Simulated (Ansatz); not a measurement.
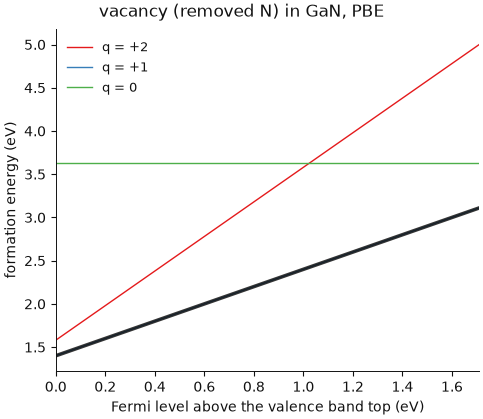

The figure shows the formation energy of each charge state against the Fermi level for vacancy (removed N) in GaN. The thick line follows the lowest charge state; the axis spans the host's computed gap.

Cell as given: a = 3.218 Å, b = 3.218 Å, c = 5.243 Å, α = 90.00°, β = 90.00°, γ = 120.00°; 4 atoms.

Calculation (Ansatz 0.2.0): charge states of a point defect in a periodic supercell, each relaxed, energies over the elements' standard states with the Fermi level at the host's valence band top, point-charge and potential alignment terms added, no band filling term, levels over that top; plane waves with PAW datasets; energies extrapolated to zero smearing. Level: PBE, allowed.

| setting | value |
| --- | --- |
| host atoms in supercell | 48 |
| wave cutoff | 420 eV |
| k mesh | 3×3×3 |
| occupations | Gaussian |
| smearing width | 0.01 eV |
| k shift | (0, 0, 0) (mesh steps) |
| start displacement | 0 Å |
| defect kind | vacancy |
| removed element | N |
| defect place | (0.6667, 0.3333, 0.8759) (fraction of the host cell vector) |
| host gap | 1.71 eV |
| static dielectric xx yy zz | (10.49, 10.49, 11.69) |

Q: Where do the charge transition levels lie?

A: Charge +1 is the lowest at every Fermi level in the gap, so no transition level lies inside it.

Q: Which charge is stable in p-type, intrinsic and n-type conditions?

A: The lowest state is +1 at the valence band top, +1 at mid-gap and +1 at the conduction band bottom, 1.71 eV higher.

Q: What is the formation energy at mid-gap?

A: With the Fermi level at mid-gap the formation energy is 2.3 eV against the elements' standard states.

Caveats: charged cell in a neutralising background; coarse k mesh; fractional moment from partly filled bands; narrow smearing for a metal; odd k mesh can miss points on the zone edge; potential alignment in doubt; small supercell; starting moments lost; symmetry that the supercell leaves at the site kept.
